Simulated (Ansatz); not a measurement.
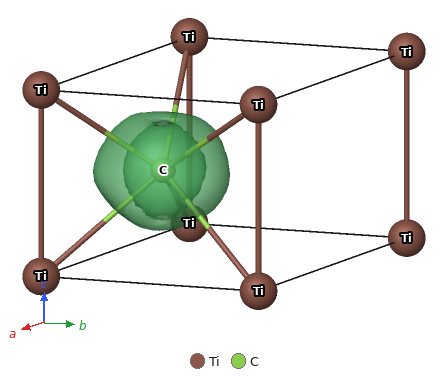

TiC. Isosurface of the electron localisation function at 0.75 (green), seen at an oblique angle. Core shells and regions of very low density are left out. Sticks mark near contacts.

Space group P-6m2; a structure generated by program, which may or may not match a known phase; computed without spin polarisation.

These are results of DFT PBE, scalar-relativistic, plane waves, PAW (Ansatz 0.2.0), not measurements.

In a PAW calculation such maps are meaningful between the atoms, not at the nuclei.

Identify the bonds, lone pairs and shells in this picture.

At this value the surface marks out one region wrapped around C (its valence shell), counted in one cell of 2 atoms. Any copies at cell faces, edges or corners count once.

Values along the shortest contacts:
Ti–C (2.21 Å): the ELF peaks at about 0.80 in the valence shell of C, 0.7 Å from its nucleus, and is about 0.30 at the midpoint. Ti–Ti (2.70 Å): the ELF is about 0.15 at the midpoint: no shared electron pair shows on this line.
